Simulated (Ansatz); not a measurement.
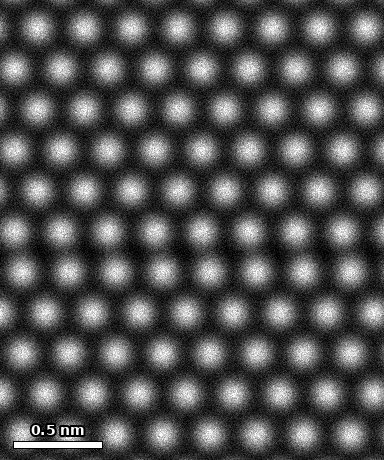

iDPC-like image of Pt (P6/mmm, No. 191) along [001]. Simulated as the projected potential of neutral atoms (B = 0.5 Å²) blurred by a 1.30 Å probe, the thin-sample limit of integrated differential phase contrast. Shot noise was added.

One planar defect was built into the perfect crystal by geometry alone, without relaxation. Host structure: the end point of a relaxation with Ansatz 0.2.0, DFT PBE, scalar-relativistic, plane waves, PAW; the starting structure was generated, so it need not be a known form of this composition.

Where does the periodic pattern break, and how?

A planar fault (a stacking fault) runs horizontally about 14 Å below the top edge. The part above it is shifted along the boundary by 1/3 of the 2.69 Å repeat of the rows (0.9 Å to the right, the same as 1.8 Å to the left); both parts keep the same orientation.
